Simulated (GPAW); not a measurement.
System: Co (space group P6_3/mmc).

Computed with GPAW 26.7.0: PAW DFT in plane waves, on a grid or in atomic orbitals, collinear spins; energies at scaled volumes of the given cell, shape and fractions fixed, counted from the fit's minimum, third-order Birch-Murnaghan fit. All runs: collinear spin.

- occupations: Fermi–Dirac
- smearing width: 0.05 eV
- wave cutoff: 600 eV

Settings that differ: LDA: k mesh 8×8×3, potentials GPAW-PAW-data-sets-(gpaw-data-1.2.1); r2SCAN: k mesh 10×10×6, potentials GPAW-PAW-data-sets-(gpaw-data-1.2.1); PBEsol: k mesh 12×12×7, potentials PAW-data-sets-made-by gpaw-setup-for-the-functional.

What does the calculation give for the pressure against volume, with one curve for each functional? The cases: LDA; r2SCAN; PBEsol.

The fitted equilibrium volumes, smallest first, are LDA 10.179, PBEsol 10.464, r2SCAN 10.703 Å³/atom. The fitted bulk moduli, smallest first, are PBEsol 234.8, r2SCAN 235.3, LDA 281.9 GPa. For LDA, the pressure falls from 2.22 GPa at volume 10.05 Å³/atom to −24.64 GPa at 11.33 Å³/atom, and changes sign near 10.13 Å³/atom. For r2SCAN, the pressure falls from 17.43 GPa at volume 10.00 Å³/atom to −12.15 GPa at 11.28 Å³/atom, and changes sign near 10.64 Å³/atom.

LDA:
| volume (Å³/atom) | pressure (GPa) |
| --- | --- |
| 10.05 | 2.22 |
| 10.26 | −3.72 |
| 10.47 | −9.01 |
| 10.69 | −13.66 |
| 10.90 | −17.80 |
| 11.12 | −21.45 |
| 11.33 | −24.64 |

r2SCAN:
| volume (Å³/atom) | pressure (GPa) |
| --- | --- |
| 10.00 | 17.43 |
| 10.21 | 10.94 |
| 10.43 | 5.10 |
| 10.64 | −0.11 |
| 10.85 | −4.67 |
| 11.07 | −8.64 |
| 11.28 | −12.15 |

PBEsol:
| volume (Å³/atom) | pressure (GPa) |
| --- | --- |
| 10.00 | 10.12 |
| 10.21 | 4.31 |
| 10.43 | −0.78 |
| 10.64 | −5.33 |
| 10.85 | −9.43 |
| 11.07 | −13.09 |
| 11.28 | −16.38 |

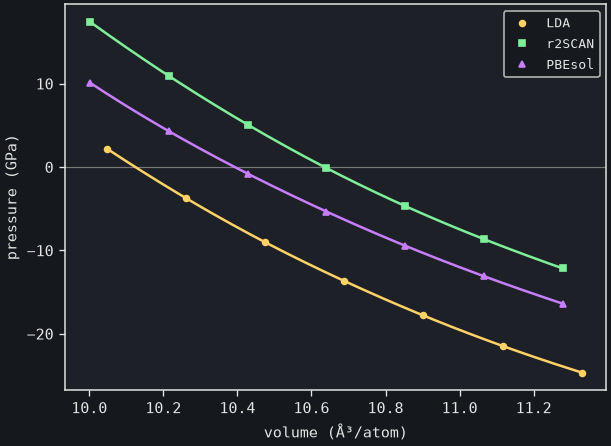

Keep in mind: coarse k mesh (LDA); the fit and the printed pressures don't fully agree, or the minimum lies near the end of the range (r2SCAN); shape and atomic fractions are frozen while scaling, which makes layered, chain and framework solids too stiff.
